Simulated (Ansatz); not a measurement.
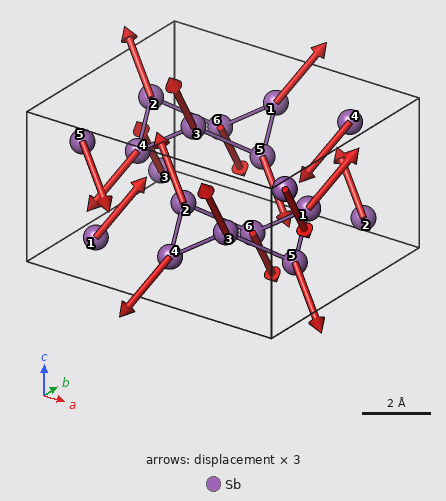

This is a relaxation of solid Sb (a generated structure, set up in R-3) (coarse preliminary run). The starting structure is drawn; red arrows show the displacements (the part carried along by the change of the cell is left out), magnified 3 times.

The picture is a ball-and-stick view of the conventional cell (3 times the calculation's cell), seen slightly off an axis. Lengths and directions refer to the drawn axes.

The calculation used DFT PBE, scalar-relativistic, plane waves, PAW in Ansatz 0.2.0. Set-up: plane-wave cutoff 420 eV; k-point mesh 6 × 6 × 6; occupations gaussian; smearing width 0.1 eV; no spin polarisation; cell and atoms relaxed; force threshold 0.04 eV/Å; at most 70 steps.

Question: Describe the change and its energy.

Answer: The largest moves relative to the cell, 0.80 Å, are those of Sb1, Sb2, Sb3, Sb4, Sb5 and Sb6. Sb3 goes roughly along [0 −1 2]. Cell: a = b 11.690 → 11.270 Å (−3.6 %), c 4.557 → 5.793 Å (+27.1 %). Volume +18.2 %. Near-neighbour distances that change, for instance: Sb1–Sb5 2.424 → 3.674 Å, Sb1–Sb4 3.566 → 2.882 Å, Sb1–Sb2 3.512 → 2.919 Å. New bonds form, among them: Sb1–Sb2 (3.51 → 2.92 Å), Sb1–Sb3 (3.51 → 2.92 Å), Sb1–Sb4 (3.57 → 2.88 Å), Sb2–Sb3 (3.51 → 2.92 Å). Bonds break, among them: Sb1–Sb5 (2.42 → 3.67 Å), Sb1–Sb6 (2.42 → 3.67 Å), Sb2–Sb4 (2.42 → 3.67 Å), Sb2–Sb6 (2.42 → 3.67 Å). The space group stays R-3 (No. 148). The energy falls by 7.799 eV per cell of the calculation in 13 accepted moves (15 points after the start). Largest force component: 5.1 eV/Å at the start, 0.029 eV/Å at the end. The pressure goes from 23.43 to 0.01 GPa. At 2 points the geometry stayed and the basis and grid were re-selected for the new cell (energy shift of 73.2 meV per cell of the calculation at most each time).
